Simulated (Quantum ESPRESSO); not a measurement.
**Single-point calculation, with input and output: Ir (part 2 of 2)**

Continued. System: Ir (Fm-3m, 1 atom in the cell). Method: Kohn-Sham DFT of a periodic cell, PBE, SSSP 1.3 efficiency PBE, no spin polarisation (Quantum ESPRESSO 7.5); cutoff 748.31 eV, 12×12×12 k-mesh, fermi-dirac of 0.05 eV. The structure derives from an entry of the Crystallography Open Database.

Geometry of the input (Å; fractional positions):
```
0.0000  1.9156  1.9156
1.9156  0.0000  1.9156
1.9156  1.9156  0.0000
Ir 0.0000  0.0000  0.0000
```

The program's output, continued:
```
   -25.0108 -24.3735 -24.3521  17.2488  20.8535  21.3354  23.2679  26.0454
    27.0758  32.5648  35.7167  38.9865  44.1110

          k =-0.2357-0.3536 0.3536 (   652 PWs)   bands (ev):

   -24.9936 -24.3809 -24.3397  17.2624  20.9207  21.3316  23.0814  25.5901
    27.0472  33.1201  35.7172  39.1180  43.7227

          k =-0.1768-0.2946 0.2946 (   644 PWs)   bands (ev):

   -24.8836 -24.3704 -24.3147  17.2357  21.1619  21.5095  21.7131  24.6662
    26.1615  35.5818  35.7832  40.0345  44.5973

          k =-0.1179-0.2357 0.2357 (   645 PWs)   bands (ev):

   -24.7086 -24.3442 -24.2839  16.7942  20.5752  21.5215  21.7866  23.7043
    25.1502  35.7102  38.2088  41.5276  46.0564

          k =-0.0589-0.1768 0.1768 (   646 PWs)   bands (ev):

   -24.5146 -24.3078 -24.2553  15.7876  20.4387  21.7083  21.8394  23.2423
    24.3553  35.7118  40.2780  41.4877  45.4725

          k =-0.0000-0.1179 0.1179 (   642 PWs)   bands (ev):

   -24.3575 -24.2673 -24.2368  14.8233  20.7643  21.5211  21.5722  23.4745
    23.9980  35.7123  40.1068  42.0588  44.7009

          k = 0.2357 0.0000 0.0000 (   653 PWs)   bands (ev):

   -24.4277 -24.3016 -24.3016  15.5778  20.1150  22.1224  22.1224  22.6860
    24.3741  35.7119  41.4448  42.7143  44.6576

          k = 0.2946 0.0589-0.0589 (   655 PWs)   bands (ev):

   -24.5590 -24.3368 -24.3318  16.4555  19.7247  21.8762  22.4928  23.1232
    24.6795  35.7114  41.3163  42.7298  44.5277

          k = 0.3536 0.1179-0.1179 (   650 PWs)   bands (ev):

   -24.7239 -24.3701 -24.3675  17.3873  19.6951  21.2609  22.5099  24.4723
    25.2947  35.7102  38.8294  42.2797  44.0463

          k = 0.4125 0.1768-0.1768 (   649 PWs)   bands (ev):

   -24.8679 -24.4169 -24.3856  17.7982  20.2828  20.9824  22.2771  25.9398
    26.3045  35.5886  35.7873  40.9300  43.2636

          k =-0.2357-0.4714 0.4714 (   662 PWs)   bands (ev):

   -24.9532 -24.4605 -24.3865  17.8673  20.3028  21.7913  22.0360  26.1044
    28.3535  32.7846  35.7161  40.2002  43.1823

          k =-0.1768-0.4125 0.4125 (   656 PWs)   bands (ev):

   -24.9602 -24.4872 -24.3698  17.9387  20.3266  21.9224  22.1351  25.5698
    28.9513  32.4799  35.7160  40.0747  42.4209

          k =-0.1179-0.3536 0.3536 (   647 PWs)   bands (ev):

   -24.8903 -24.4868 -24.3399  18.0220  20.5797  21.3284  21.9942  24.5594
    27.8423  34.9732  35.7260  40.5341  42.1643

          k =-0.0589-0.2946 0.2946 (   643 PWs)   bands (ev):

   -24.7668 -24.4537 -24.3048  17.7799  20.2374  21.0816  22.2557  23.4495
    26.6042  35.7088  37.7597  41.5579  43.0840

          k = 0.0000-0.2357 0.2357 (   644 PWs)   bands (ev):

   -24.6293 -24.3883 -24.2738  16.8179  20.0993  21.5196  22.4205  22.7676
    25.3447  35.7112  39.5982  42.3997  44.7890

          k = 0.3536 0.0000 0.0000 (   649 PWs)   bands (ev):

   -24.6215 -24.3768 -24.3768  16.9992  19.2078  22.0584  23.2166  23.2166
    24.8708  35.7115  42.7638  43.1525  43.1525

          k = 0.4125 0.0589-0.0589 (   651 PWs)   bands (ev):

   -24.7357 -24.4200 -24.4116  17.6059  18.9001  21.8144  23.5618  24.4360
    25.3566  35.7107  40.2603  42.0086  42.7011

          k = 0.4714 0.1179-0.1179 (   652 PWs)   bands (ev):

   -24.8404 -24.4805 -24.4322  18.0030  19.0514  21.5087  23.4121  26.0145
    26.4978  35.7036  36.7147  41.2721  41.4478

          k =-0.1768-0.5303 0.5303 (   655 PWs)   bands (ev):

   -24.8981 -24.5524 -24.4331  18.1839  19.5128  21.4251  23.1225  26.1919
    29.0731  33.3784  35.7164  40.2630  41.4475

          k =-0.1179-0.4714 0.4714 (   664 PWs)   bands (ev):

   -24.8961 -24.6145 -24.4142  18.4560  19.8096  21.4268  22.8779  25.6489
    30.5907  32.2252  35.7145  39.1357  42.8443

          k =-0.0589-0.4125 0.4125 (   662 PWs)   bands (ev):

   -24.8519 -24.6327 -24.3802  18.8129  20.0616  20.8967  22.7445  24.6647
    29.2056  34.9021  35.7219  38.5116  42.8648

          k = 0.0000-0.3536 0.3536 (   656 PWs)   bands (ev):

   -24.8082 -24.5705 -24.3402  18.7813  20.1179  20.5227  22.6557  23.7249
    28.0398  35.7036  36.7929  39.6544  42.5903

          k = 0.4714 0.0000 0.0000 (   644 PWs)   bands (ev):

   -24.8082 -24.4513 -24.4513  17.5854  18.4213  22.9922  24.6002  24.6002
    25.4070  35.7105  40.3013  40.3013  41.7297

          k = 0.5303 0.0589-0.0589 (   656 PWs)   bands (ev):

   -24.8812 -24.4981 -24.4760  17.6450  18.2605  23.2078  24.7410  26.0025
    26.3195  35.7067  37.5468  39.2492  40.2620

          k =-0.1179-0.5893 0.5893 (   660 PWs)   bands (ev):

   -24.9080 -24.5758 -24.4794  17.8222  18.5340  22.7717  24.4307  26.2959
    29.0510  34.2758  35.7177  38.9590  39.3183

          k =-0.0589-0.5303 0.5303 (   660 PWs)   bands (ev):

   -24.8702 -24.6750 -24.4605  18.1428  19.1379  22.1025  24.0242  25.8523
    31.7408  32.1340  35.7120  37.5160  40.6793

          k =-0.0000-0.4714 0.4714 (   658 PWs)   bands (ev):

   -24.7750 -24.7709 -24.4241  18.6203  19.7819  21.2320  23.4907  25.1222
    30.2051  35.1714  35.6977  36.1905  42.9019

          k = 0.5893 0.0000 0.0000 (   660 PWs)   bands (ev):

   -24.9407 -24.5056 -24.5056  17.3264  17.9025  25.3535  25.8293  25.9645
    25.9645  35.7037  37.7699  37.7699  37.9152

          k =-0.0589-0.6482 0.6482 (   658 PWs)   bands (ev):

   -24.9623 -24.5436 -24.5130  17.3526  17.9156  24.7513  25.5882  26.4385
    28.2689  35.1867  35.7343  37.4773  37.5444

          k = 0.0000-0.5893 0.5893 (   656 PWs)   bands (ev):

   -24.9284 -24.6144 -24.4966  17.6679  18.3550  23.4881  25.0234  26.2031
    30.7359  33.1158  35.7125  37.1349  38.6257

          k =-0.7071 0.0000 0.0000 (   652 PWs)   bands (ev):

   -24.9880 -24.5254 -24.5254  17.1521  17.7225  25.9912  26.6097  26.6097
    26.8727  35.6151  35.9416  36.7075  36.7075

          k = 0.2357 0.1179-0.0000 (   652 PWs)   bands (ev):

   -24.5011 -24.3250 -24.2750  15.9082  20.1603  21.8052  22.1323  22.9837
    24.4870  35.7117  41.0636  41.7812  44.7248

          k = 0.2946 0.1768-0.0589 (   647 PWs)   bands (ev):

   -24.6596 -24.3781 -24.2994  16.9625  19.9775  21.4210  22.3397  23.3941
    25.2878  35.7110  39.3710  42.3720  44.7487

          k = 0.3536 0.2357-0.1179 (   641 PWs)   bands (ev):

   -24.8214 -24.4171 -24.3312  17.6396  20.5508  20.9279  22.1139  24.4711
    26.4112  35.7048  36.7668  41.0908  43.4964

          k =-0.2946-0.4125 0.5303 (   652 PWs)   bands (ev):

   -24.9397 -24.4397 -24.3591  17.7396  20.5582  21.6899  21.9598  25.4894
    27.6739  33.8217  35.7183  40.1319  42.7888

          k =-0.2357-0.3536 0.4714 (   658 PWs)   bands (ev):

   -24.9828 -24.4467 -24.3704  17.7215  20.4293  21.7529  22.4477  25.8524
    28.6301  32.1534  35.7159  39.8273  42.8471

          k = 0.3536 0.1179 0.0000 (   652 PWs)   bands (ev):

   -24.6673 -24.4030 -24.3514  17.2956  19.3630  21.4538  23.2117  23.4511
    25.3115  35.7110  40.5026  42.6654  43.8162

          k = 0.4125 0.1768-0.0589 (   652 PWs)   bands (ev):

   -24.7872 -24.4639 -24.3801  18.0650  19.3934  20.9351  23.1763  24.5589
    26.5054  35.7086  37.9382  41.5437  42.2487

          k =-0.2357-0.4714 0.5893 (   652 PWs)   bands (ev):

   -24.8807 -24.5142 -24.4056  18.3047  19.8771  20.8180  22.8814  25.6068
    28.1283  34.6978  35.7219  41.0141  41.2404

          k =-0.1768-0.4125 0.5303 (   657 PWs)   bands (ev):

   -24.9218 -24.5526 -24.4110  18.4121  19.8605  21.4001  22.6049  25.7988
    30.1524  32.0775  35.7153  40.3907  41.3949

          k =-0.1179-0.3536 0.4714 (   658 PWs)   bands (ev):

   -24.9029 -24.5676 -24.3931  18.5602  19.9283  21.2514  22.5613  25.3027
    29.4404  33.3680  35.7163  39.8873  41.7192

          k =-0.0589-0.2946 0.4125 (   655 PWs)   bands (ev):

   -24.8367 -24.5437 -24.3603  18.6233  20.2640  20.2950  22.7664  24.3319
    28.0282  35.6895  36.1195  40.1440  42.0649

          k = 0.0000-0.2357 0.3536 (   644 PWs)   bands (ev):

   -24.7489 -24.4741 -24.3249  18.0374  19.7478  20.8618  22.9979  23.2916
    26.6380  35.7096  38.3778  41.4832  42.9146

          k = 0.4714 0.1179 0.0000 (   656 PWs)   bands (ev):

   -24.8181 -24.4804 -24.4370  17.9258  18.6508  21.8850  24.5758  24.5938
    26.4102  35.7089  38.5994  40.0441  41.7033

          k =-0.1768-0.5303 0.6482 (   659 PWs)   bands (ev):

   -24.8726 -24.5490 -24.4602  18.1771  18.8311  21.6541  24.1993  25.7206
    28.2498  35.5696  35.7795  39.1651  40.5785

          k =-0.1179-0.4714 0.5893 (   658 PWs)   bands (ev):

   -24.8763 -24.6297 -24.4618  18.4064  19.3099  21.4126  23.7032  25.9598
    30.7900  32.7658  35.7147  38.7494  40.2283

          k =-0.0589-0.4125 0.5303 (   661 PWs)   bands (ev):

   -24.8338 -24.6975 -24.4389  18.8146  19.6759  21.0086  23.3154  25.4770
    30.6581  33.7309  35.7134  37.4817  41.4816

          k =-0.0000-0.3536 0.4714 (   660 PWs)   bands (ev):

   -24.8210 -24.6657 -24.4006  19.2865  19.8554  20.2581  23.1899  24.7064
    29.3301  35.6743  35.9566  37.3697  42.3277

          k =-0.1179-0.5893 0.7071 (   656 PWs)   bands (ev):

   -24.9215 -24.5366 -24.5027  17.6524  18.1747  23.3597  25.3562  25.9623
    28.0873  35.6766  36.0741  37.5735  39.1653

          k =-0.0589-0.5303 0.6482 (   657 PWs)   bands (ev):

   -24.9104 -24.6077 -24.5065  17.8966  18.5052  22.7869  24.7280  26.3275
    30.4998  33.7750  35.7159  37.1081  38.7269

          k =-0.0000-0.4714 0.5893 (   661 PWs)   bands (ev):

   -24.8471 -24.7003 -24.4813  18.3086  19.1659  21.8543  23.9919  25.9913
    31.8653  33.0443  35.7067  36.4969  39.8796

          k =-0.7071 0.1179 0.0000 (   650 PWs)   bands (ev):

   -24.9578 -24.5571 -24.5274  17.4682  18.0085  24.2429  25.4227  26.6112
    29.3957  34.5919  35.7268  36.5257  37.8011

          k =-0.2357-0.4714 0.7071 (   656 PWs)   bands (ev):

   -24.8312 -24.5592 -24.4105  18.8286  19.3047  20.4615  23.8588  24.5985
    28.1229  35.7019  36.6865  39.0961  41.6625

          k =-0.1768-0.4125 0.6482 (   659 PWs)   bands (ev):

   -24.8518 -24.6302 -24.4429  19.0655  19.5697  20.4076  23.4999  25.4390
    29.8083  34.5151  35.7189  38.2809  40.8577

          k =-0.1179-0.3536 0.5893 (   660 PWs)   bands (ev):

   -24.8566 -24.6568 -24.4568  19.2729  19.2989  20.7971  23.2035  25.7570
    31.8599  32.0528  35.7142  38.6514  40.1668

          k =-0.1179-0.4714 0.7071 (   660 PWs)   bands (ev):

   -24.8678 -24.6210 -24.4947  18.4874  18.9730  21.3704  24.2685  25.9559
    30.1250  35.0442  35.7311  36.8019  39.6291

          k =-0.0589-0.4125 0.6482 (   662 PWs)   bands (ev):

   -24.8230 -24.7001 -24.5073  18.7379  19.4960  20.9410  23.5868  26.2811
    32.2025  33.4077  35.7089  36.3320  39.0953

          k = 0.0000-0.3536 0.5893 (   663 PWs)   bands (ev):

   -24.7897 -24.7348 -24.4846  19.0545  19.9392  20.2400  23.4219  25.9537
    31.2281  35.2303  35.4450  35.7460  39.9029

          k =-0.7071 0.2357 0.0000 (   654 PWs)   bands (ev):

   -24.8748 -24.6434 -24.5313  18.2610  18.8528  22.0377  24.1078  26.6139
    32.0006  33.6817  35.7212  35.7972  38.4053

          k =-0.7071 0.3536 0.0000 (   648 PWs)   bands (ev):

   -24.7598 -24.7598 -24.5333  18.8106  20.2156  20.2156  23.2963  26.6154
    33.4200  34.2543  34.2543  35.7208  38.5167

     the Fermi energy is    25.1481 ev

!    total energy              =    -181.78164694 Ry
     estimated scf accuracy    <          2.5E-11 Ry
     smearing contrib. (-TS)   =      -0.00034125 Ry
     internal energy E=F+TS    =    -181.78130569 Ry

     The total energy is F=E-TS. E is the sum of the following terms:
     one-electron contribution =      -6.31722734 Ry
     hartree contribution      =      17.47030899 Ry
     xc contribution           =     -50.44743337 Ry
     ewald contribution        =    -142.48695398 Ry

     convergence has been achieved in   8 iterations

     negative rho (up, down):  3.172E-01 0.000E+00

     Forces acting on atoms (cartesian axes, Ry/au):

     atom    1 type  1   force =     0.00000000    0.00000000    0.00000000

     Total force =     0.000000     Total SCF correction =     0.000000

     Computing stress (Cartesian axis) and pressure

     negative rho (up, down):  3.172E-01 0.000E+00
          total   stress  (Ry/bohr**3)                   (kbar)     P=      103.16
   0.00070127  -0.00000000  -0.00000000          103.16       -0.00       -0.00
   0.00000000   0.00070127  -0.00000000            0.00      103.16       -0.00
  -0.00000000   0.00000000   0.00070127           -0.00        0.00      103.16

=------------------------------------------------------------------------------=
   JOB DONE.
=------------------------------------------------------------------------------=
```

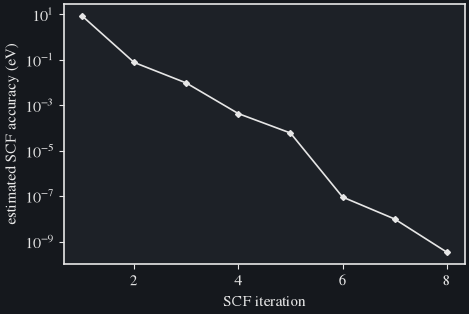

*Convergence of the self-consistent field: estimated SCF accuracy against the iteration.*

The field takes 8 iterations in all.

Key numbers:

| quantity | value |
| --- | --- |
| outcome | converged |
| space group (tolerance 0.01 Å) | Fm-3m (225) |
| electrons treated | 15 |
| free energy | −2473.2653 eV |
| Fermi energy | 25.148 eV |
| gap on the k-point mesh | none (metallic) |
| pressure | 10.32 GPa |
| largest force (length of the vector) | under 0.001 eV/Å |
| hardware | 1 thread of Intel Xeon @ 2.90GHz (Ice Lake), 192 GiB of memory available, shared host |
| wall time | 12 s |
| peak memory | 0.12 GiB |

Notes on the run: negative rho. Spin–orbit coupling is left out, which matters for Ir. The cell is under a pressure of 10.3 GPa at this level, so it is not at its equilibrium volume.
